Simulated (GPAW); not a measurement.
# Polarising TaGe2As4 monolayer with a field along the normal

The dipole of the cell at several fields, atoms fixed. What does the strongest field give, and what length does the slope stand for?

Set-up. GPAW 26.7.0, plane waves (400 eV), PAW setups, PBE, 9×9 mesh, a dipole layer in the vacuum; geometry relaxed without an applied field with GPAW. The cell's area is 12.26 Å², and e/ε0 = 180.95 V Å.

What came out, but for one run:

| field (V/Å) | dipole (e Å) |
| --- | --- |
| −0.2 | −0.1690 |
| −0.1 | −0.0845 |
| −0.05 | −0.0422 |
| 0.05 | 0.0422 |
| 0.1 | 0.0845 |
| 0.2 | 0.1690 |
| 0.3 | ? |

Q: What is the dipole at 0.3 V/Å?

Worked answer. A line through the 6 points has the slope α = 0.845 e Å per V/Å and the intercept p₀ = 0.0000 e Å (r.m.s. residual 2.8e−05). At 0.3 V/Å it gives p = 0.0000 + 0.845 × 0.3 = 0.2535 e Å; the run gives 0.2535 e Å, so the response stays linear to 0.0 % of the induced part. Dividing by ε0 and the area: α/(ε0 A) = 0.845 × 180.95 / 12.26 = 12.47 Å, against 10.25 Å between the outer nuclei.

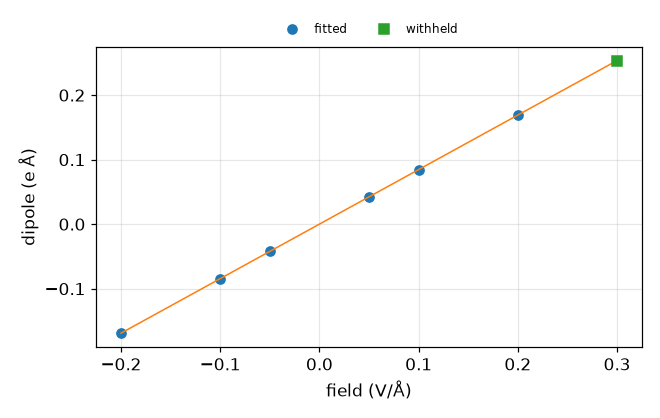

The line and the withheld run.

Caveats: This is the electronic response alone; ions that move would add to it in polar layers. Spin-polarised runs started from parallel moments; another order may lie lower. Spin-orbit coupling is left out, which matters for the heavier atoms here.
